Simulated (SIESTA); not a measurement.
## Energy of ZnAu along an even scaling of the cell

System: ZnAu (Pm-3m, 2 atoms in the cell).
Method: Kohn-Sham DFT of a periodic cell, PBEsol, PseudoDojo 0.4 standard, converted to PSML, no spin polarisation (SIESTA 5.4.2).

The 7 runs differ only in the geometry, by an even scaling of the cell at fixed fractional positions. The structure derives from an entry of the Crystallography Open Database.

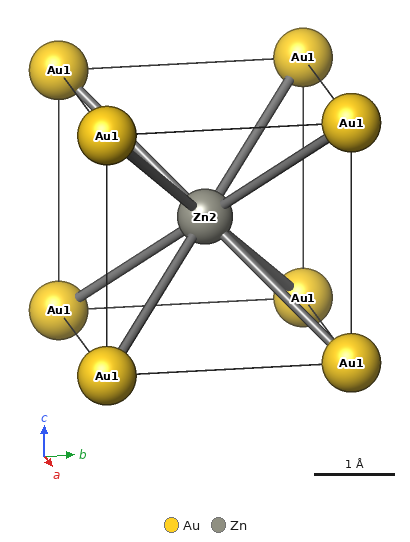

Figure 1. The structure of run 4 (ball-and-stick view of the cell of the calculation, seen slightly off an axis; atoms are numbered from 1 in the order of the input). An atom can appear more than once, as a periodic image.

**Input of run 4**
```
SystemName                      ZnAu
SystemLabel                     ZnAu
NumberOfSpecies                 2
NumberOfAtoms                   2
%block ChemicalSpeciesLabel
  1  79 Au
  2  30 Zn
%endblock ChemicalSpeciesLabel

LatticeConstant                 1.0 Ang
%block LatticeVectors
     3.1470000000     0.0000000000     0.0000000000
     0.0000000000     3.1470000000     0.0000000000
     0.0000000000     0.0000000000     3.1470000000
%endblock LatticeVectors
AtomicCoordinatesFormat         Fractional
%block AtomicCoordinatesAndAtomicSpecies
     0.0000000000     0.0000000000     0.0000000000  1  Au
     0.5000000000     0.5000000000     0.5000000000  2  Zn
%endblock AtomicCoordinatesAndAtomicSpecies

%block kgrid.MonkhorstPack
    8   0   0  0.0
    0   8   0  0.0
    0   0   8  0.0
%endblock kgrid.MonkhorstPack
XC.Functional                   GGA
XC.Authors                      PBEsol
PAO.BasisSize                   DZP
PAO.EnergyShift                 0.003 Ry
Mesh.Cutoff                     800 Ry
OccupationFunction              FD
ElectronicTemperature           0.05 eV
MaxSCFIterations                120
SCF.MustConverge                false
SCF.Mixer.Method                Pulay
SCF.Mixer.Weight                0.25
SCF.Mixer.History               8
SCF.DM.Tolerance                5.0e-05
SCF.H.Tolerance                 1.0e-03 eV
WriteForces                     true
Charge.Mulliken                 end
Charge.Hirshfeld                end
Charge.Voronoi                  end
SaveRho                         true
SaveElectrostaticPotential      true
%block PAO.Basis
  Au 5
  n=5 0 2
    2.662 0.000
  n=6 0 2
    6.968 0.000
  n=5 1 2
    3.170 0.000
  n=6 1 1
    6.968
  n=5 2 2
    5.436 0.000
  Zn 5
  n=3 0 2
    2.276 0.000
  n=4 0 2
    6.317 0.000
  n=3 1 2
    2.537 0.000
  n=4 1 1
    6.317
  n=3 2 2
    4.164 0.000
%endblock PAO.Basis
```

Command:
```bash
siesta ZnAu.fdf > ZnAu.out 2>&1
```

Run 3 has the same physical settings and fractional positions; its lattice vectors (Å) are:
```
   3.125879    0.000000    0.000000
   0.000000    3.125879    0.000000
   0.000000    0.000000    3.125879
```

**Results, with one run withheld**

| run | volume per atom (Å³) | free energy per atom, from the lowest run given (meV) | pressure (GPa) |
| --- | --- | --- | --- |
| 1 | 14.648 | 9.68 | 6.78 |
| 2 | 14.960 | 0.00 | 3.21 |
| 3 | 15.272 | ? | ? |
| 4 | 15.583 | 0.79 | −3.35 |
| 5 | 15.895 | 9.58 | −5.67 |
| 6 | 16.207 | 23.05 | −7.95 |
| 7 | 16.518 | 40.74 | −10.10 |

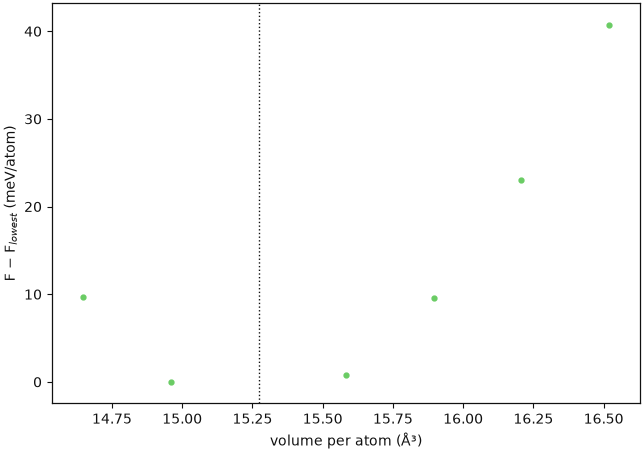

Figure 2. Free energy per atom of the runs given; the dotted line marks run 3.

Fit the runs given and predict run 3.

A cubic polynomial in V^(−2/3) (the Birch–Murnaghan form), fitted to the 6 runs given, misses them by at most 0.05 meV per atom. With x = V^(−2/3) − 0.16009 Å⁻², it reads F = 1.3607 − 3150.4 x + 6.0842e+05 x² + 2.4665e+06 x³ (meV per atom). At run 3 it gives −2.65 meV per atom, and the run itself gives −2.91. The slope of the fit gives a pressure −dF/dV of −0.26 GPa there, and the run prints −0.23 GPa. The fit has its minimum at 15.246 Å³ per atom, where V d²F/dV² gives 155 GPa: the bulk modulus at this level, since symmetry fixes the shape and the positions.

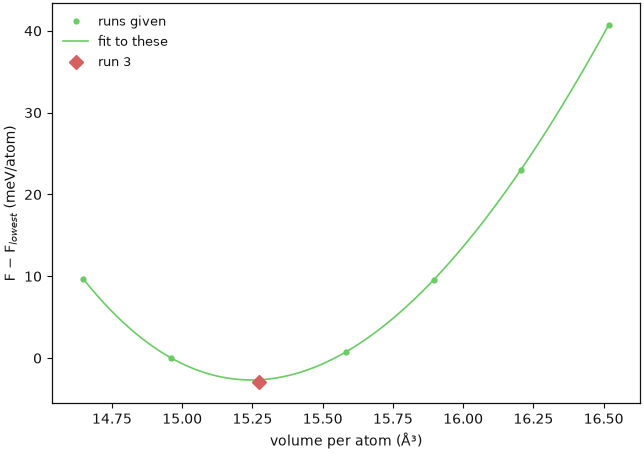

Figure 3. The fit and the withheld run.

**Some lines of the output (run 3)**
```
[...]
outcell: Cell volume (Ang**3)        :     30.5433
stepf: Fermi-Dirac step function
siesta: Etot    =     -9689.417760
siesta: FreeEng =     -9689.424523
        iscf     Eharris(eV)        E_KS(eV)     FreeEng(eV)     dDmax    Ef(eV) dHmax(eV)
siesta: E_KS(eV) =            -9695.8652
siesta: E_KS - E_eggbox =     -9695.8652
siesta: Etot    =     -9695.865150
siesta: FreeEng =     -9695.868100
siesta:         Fermi =      -1.271789
siesta: Cell volume =         30.543324 Ang**3
    Orbital volume contribution        =           1.342514 eV
```

Notes: Points of doubt noted for this run: mulliken charges of long orbitals; valence orbitals made in semicore potential. Spin–orbit coupling is left out, which matters for Au. With a small basis of atomic orbitals these values can differ much from converged plane-wave results.
